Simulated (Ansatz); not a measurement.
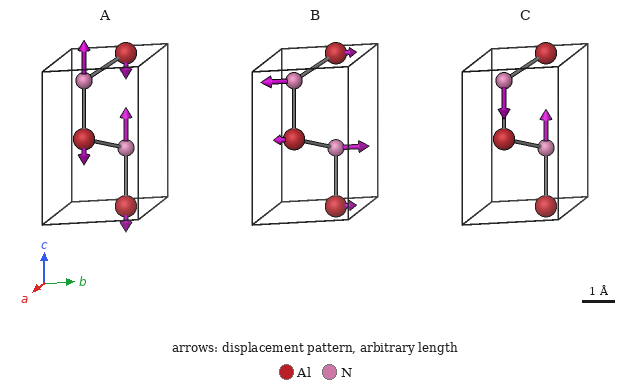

Modes of crystalline AlN, space group P6₃mc (No. 186), at the zone centre (one member of each degenerate set). The purple arrows give the relative displacements of the atoms. Style: ball-and-stick. Shown: the cell of the calculation, slightly off an axis.

These are results of DFT PBEsol, scalar-relativistic, plane waves, PAW in Ansatz 0.2.0, not measurements.

Frequencies are those without the non-analytic (LO–TO) term.

### Which are infrared-active and which Raman-active?

A is A₁, infrared- and Raman-active by symmetry (605 cm⁻¹). B is E₂, Raman-active by symmetry (651 cm⁻¹). C is B₁, silent by symmetry (neither infrared- nor Raman-active) (712 cm⁻¹).
